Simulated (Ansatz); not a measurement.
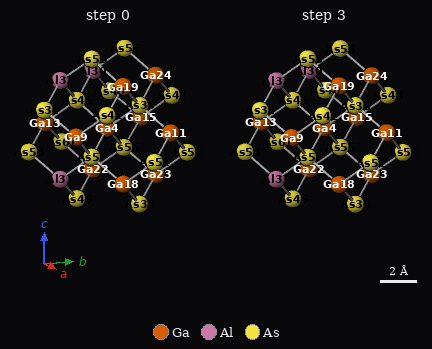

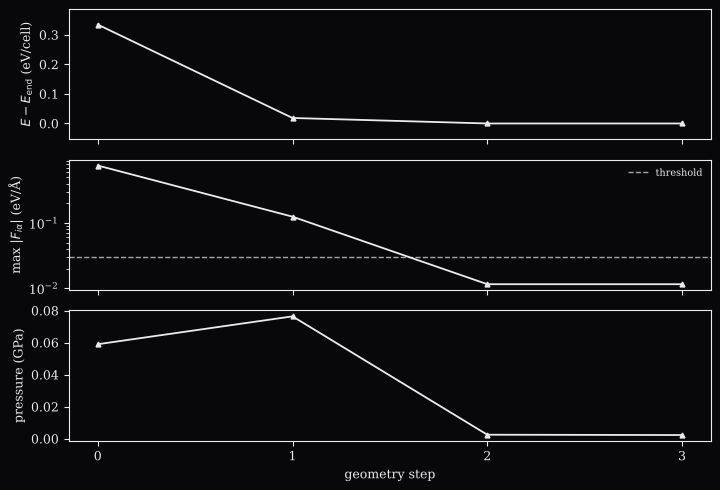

First and last geometry of a relaxation of solid Ga28Al4As32 (a generated structure, set up in P1), with the history of the run. Style: ball-and-stick. Shown: the atoms within 5.0 Å of the atom that moves most (axes of the cell of the calculation), slightly off an axis.

All numbers below come from DFT, PBEsol, PAW, plane waves (Ansatz). Set-up: plane-wave cutoff 420 eV; k-point mesh 1 × 1 × 1; mesh shifted by (0.25, 0.25, 0.25); no spin polarisation; cell relaxed at fixed shape; force threshold 0.03 eV/Å; at most 80 steps.

Did the run converge, and what did it change?

Answer. It converged. Ga4 moves most: 0.075 Å along [2 2 1]. Largest moves by element: Ga 0.075 Å, As 0.057 Å, Al 0.048 Å. The cell stays as it was. Among the contacts that change: Ga4–As36 2.526 → 2.449 Å, Ga4–As57 2.390 → 2.451 Å, Ga19–As42 2.400 → 2.451 Å, Ga13–As46 2.497 → 2.454 Å. The space group stays P1 (No. 1). After 3 geometry steps the energy has fallen by 0.335 eV per cell of the calculation. Largest force component: 0.76 eV/Å at the start, 0.011 eV/Å at the end. Pressure: 0.06 GPa at the start and 0.00 GPa at the end.
